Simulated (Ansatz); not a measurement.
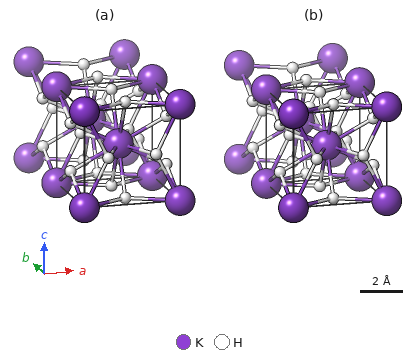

The structure of crystalline KH3 (built on the A15 type) before (left) and after (right) a relaxation, at one scale.

The picture is a ball-and-stick view of the cell of the calculation, repeated 1 × 2 × 1 with one cell outlined, seen slightly off an axis.

Case: A15 type (Pm-3n, No. 223).

All numbers below come from Ansatz, DFT PBE, scalar-relativistic, plane waves, PAW. (plane-wave cutoff 420 eV; k-point mesh 8 × 8 × 8; occupations gaussian; smearing width 0.1 eV; no spin polarisation; cell and atoms relaxed; force threshold 0.01 eV/Å; at most 80 steps)

What changed between the two?

After 2 accepted moves (3 points after the start) the energy has fallen by 34.6 meV per cell of the calculation. All forces vanish by symmetry, so only the cell relaxes. The pressure goes from −1.29 to 0.01 GPa. At 1 point the geometry stayed and the basis and grid were re-selected for the new cell (energy shift of 3.7 meV per cell of the calculation at most each time). The atoms keep their places relative to the cell (all moves are under 0.005 Å). Cell: a = b = c 4.844 → 4.726 Å (−2.5 %). Volume −7.2 %. Near-neighbour distances that change, for instance: H–K 2.708 → 2.642 Å. The space group stays Pm-3n (No. 223).
